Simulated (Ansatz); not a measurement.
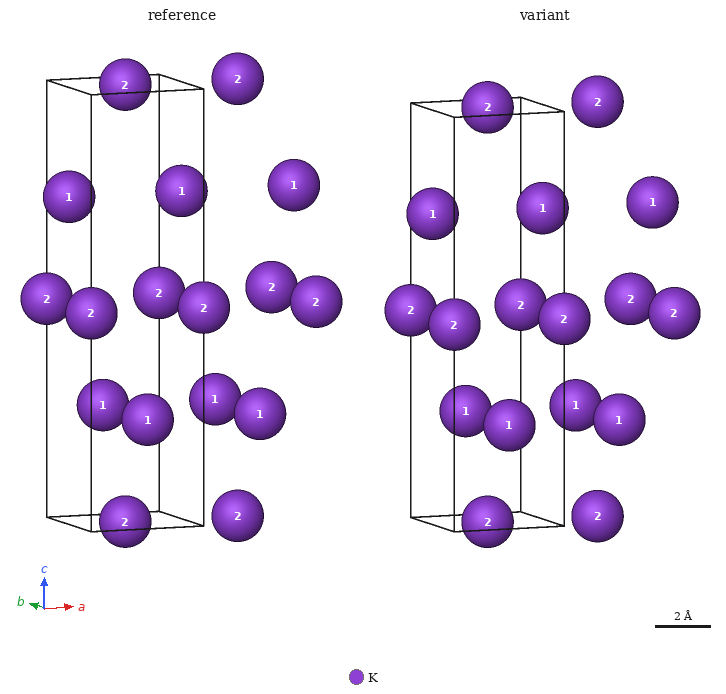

Left: a symmetric starting cell of K. Right: the same structure after one change, at the same scale. A spheres-only model of the conventional cell (2 times the calculation's cell), repeated 2 × 1 × 1 with one cell outlined, seen slightly off an axis. Lengths and directions refer to the drawn axes.

Theory: DFT PBEsol, scalar-relativistic, plane waves, PAW in Ansatz. Settings: plane-wave cutoff 420 eV; k-point mesh 12 × 12 × 12; occupations gaussian; smearing width 0.1 eV; no spin polarisation.

What distinguishes the right structure from the left one?

Answer. The cell is strained by −5.2 % along c and −2.2 % across it (volume −9.2 %), the atoms keeping their fractional coordinates. No relaxation follows. The starting cell wasn't computed here and needn't be at equilibrium, so pressure and forces aren't due to the change alone.

How do the computed properties respond?

Answer. The pressure is 0.1 GPa (not all of it need come from the change, since the unchanged cell can be under pressure at this level too). The principal stresses (compression positive) are 0.3 GPa along c and 0.1 GPa across it. All forces vanish by symmetry. Some distances before and after: K–K 4.589 → 4.385 Å, K–K 4.416 → 4.321 Å. The space group stays I4_1/amd (No. 141).
